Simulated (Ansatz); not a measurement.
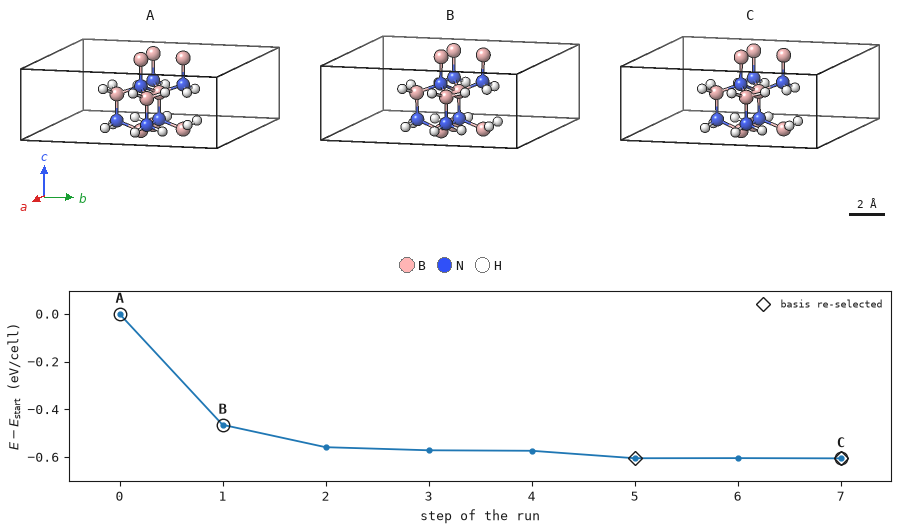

Frames of a relaxation of a wire of composition B3H8N3, marked on the history of the run. Style: ball-and-stick. Shown: the cell of the calculation, with the vacuum cut short, slightly off an axis.

Case: wire along [0 0 1], 12 atoms a period, capped with H.

The calculation used DFT PBE, scalar-relativistic, plane waves, PAW in Ansatz 0.2.0.

Input file:
```yaml
crystal:
  lattice:
    - [14.8, 0.0, 0.0]
    - [0.0, 14.1, 0.0]
    - [0.0, 0.0, 4.2245145362]
  atoms:
    - { symbol: B, position: [0.3705449276, 0.4738495123, 0.9998058547] }
    - { symbol: B, position: [0.5431516908, 0.4738495123, 0.9998058547] }
    - { symbol: B, position: [0.4568483092, 0.6307524385, 0.9998058547] }
    - { symbol: B, position: [0.5431516908, 0.3692475615, 0.4998058547] }
    - { symbol: B, position: [0.4568483092, 0.5261504877, 0.4998058547] }
    - { symbol: B, position: [0.6294550724, 0.5261504877, 0.4998058547] }
    - { symbol: "N", position: [0.3705449276, 0.4738495123, 0.6251941453] }
    - { symbol: "N", position: [0.5431516908, 0.4738495123, 0.6251941453] }
    - { symbol: "N", position: [0.4568483092, 0.6307524385, 0.6251941453] }
    - { symbol: "N", position: [0.5431516908, 0.3692475615, 0.1251941453] }
    - { symbol: "N", position: [0.4568483092, 0.5261504877, 0.1251941453] }
    - { symbol: "N", position: [0.6294550724, 0.5261504877, 0.1251941453] }
    - { symbol: H, position: [0.3705449276, 0.3944197691, 0.0950197551] }
    - { symbol: H, position: [0.3050102469, 0.5135643839, 0.0950197551] }
    - { symbol: H, position: [0.3913136285, 0.6704673101, 0.0950197551] }
    - { symbol: H, position: [0.5223829898, 0.6704673101, 0.0950197551] }
    - { symbol: H, position: [0.4776170102, 0.3295326899, 0.5950197551] }
    - { symbol: H, position: [0.6086863715, 0.3295326899, 0.5950197551] }
    - { symbol: H, position: [0.6949897531, 0.4864356161, 0.5950197551] }
    - { symbol: H, position: [0.6294550724, 0.6055802309, 0.5950197551] }
    - { symbol: H, position: [0.3705449276, 0.4057668753, 0.5435822307] }
    - { symbol: H, position: [0.3143723442, 0.5078908308, 0.5435822307] }
    - { symbol: H, position: [0.4006757258, 0.664793757, 0.5435822307] }
    - { symbol: H, position: [0.5130208926, 0.664793757, 0.5435822307] }
    - { symbol: H, position: [0.4869791074, 0.335206243, 0.0435822307] }
    - { symbol: H, position: [0.5993242742, 0.335206243, 0.0435822307] }
    - { symbol: H, position: [0.6856276558, 0.4921091692, 0.0435822307] }
    - { symbol: H, position: [0.6294550724, 0.5942331247, 0.0435822307] }
basis:
  ecutwfc: 420
kpoints:
  mp_grid: { grid: [1, 1, 8] }
hamiltonian:
  xc: pbe
scf:
  occupations: { method: gaussian, width: 0.05 }
output:
  forces: true
  stress: true
  eigenvalues: true
  populations: true
  write_density: true
  write_potential: true
  elf: true
  volumetric_format: npy
relax:
  adjacent_minimum: "off"
  f_tol: 0.02
  max_steps: 45
  cell: { fix: [a, b, alpha, beta, gamma], stress_tol: 0.03 }
```

Launched with:
```bash
ansatz run input.yaml --threads 4 --pin off --max-ram 11264MiB --backend cpu --events-out ev --progress --plain --runs-dir out
```

Question: Describe the path.

Answer: The largest moves relative to the centre of the atoms, 0.12 Å, are those of H13, H16, H17 and H20. By element the largest moves are H 0.12 Å, N 0.06 Å, B 0.04 Å. Along the periodic axis the drawn cell goes c 4.225 → 4.371 Å (+3.5 %). Among the contacts that change: B1–H13 1.190 → 1.226 Å, B1–H14 1.190 → 1.220 Å, B1–N11 1.567 → 1.594 Å, B2–N8 1.583 → 1.608 Å. Bond angles that change, for instance: N7–B5–N9 109.2° → 103.9°, B2–N12–B6 109.8° → 114.6°, H27–N12–H28 109.2° → 104.4°. Over 5 accepted moves (7 points after the start) the energy falls by 0.606 eV per cell of the calculation. Largest force component: 1.1 eV/Å at the start, 0.0074 eV/Å at the end. At 2 points the geometry stayed and the basis and grid were re-selected for the new cell (energy shift of 31.3 meV per cell of the calculation at most each time). Cost: 100 s on 4 threads of Arm Neoverse V1, on a shared host, peak memory 1.4 GiB. From step 0 to 1: H atoms move most (0.14 Å), energy −0.465 eV per cell of the calculation. From step 1 to 7: H atoms move most (0.09 Å), energy −0.141 eV per cell of the calculation.
